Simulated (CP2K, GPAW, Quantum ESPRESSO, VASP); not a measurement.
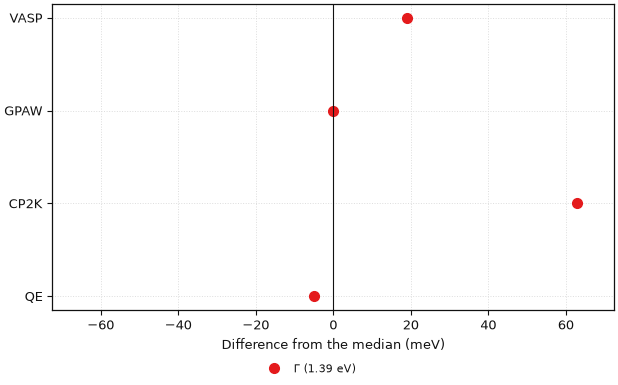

Direct gap at Γ, for CdS, space group P1, 2 atoms in the cell, atoms moved at random, drawn with an rms of 0.05 Å; a = 4.26 Å, b = 4.26 Å, c = 5.80 Å, α = 90.00°, β = 90.00°, γ = 120.00°. Four programs ran PBE (no spin polarisation, no spin-orbit coupling) on the same cell and 7×7×5 k mesh. The plot shows each result less the median of the plane-wave runs, which the legend gives.

**What spread should one expect between these programs?**

The plane-wave programs (VASP, Quantum ESPRESSO and GPAW) agree within 25 meV at this point. CP2K departs by +63 meV (at Γ).

| program | kind | valence electrons | Γ (eV) |
| --- | --- | --- | --- |
| Quantum ESPRESSO | plane waves | 18 | 1.382 |
| CP2K | local basis | 18 | 1.450 |
| GPAW | plane waves | 18 | 1.387 |
| VASP | plane waves | 18 | 1.406 |

Settings. SSSP 1.3 efficiency PBE, 816 eV cutoff, Fermi-Dirac smearing of 0.05 eV (Quantum ESPRESSO). POTENTIAL_UZH Cd GTH-PBE-q12, S GTH-PBE-q6; TZVP-MOLOPT-PBE-GTH basis, Fermi-Dirac smearing of 0.05 eV (CP2K). GPAW PAW data sets (gpaw-data 1.2.1), 600 eV cutoff, Fermi-Dirac smearing of 0.05 eV (GPAW 26.7.0). VASP PAW PBE potentials, release 64 (Cd, S), 520 eV cutoff, Fermi-Dirac smearing of 0.05 eV (VASP 6.6.1).

LDA, GGA and most meta-GGA functionals understate gaps. The cell comes from a database of computed structures, and whether it is the stable form of this composition wasn't checked. CP2K: the basis of atomic orbitals isn't converged, which shifts gaps and empty levels.
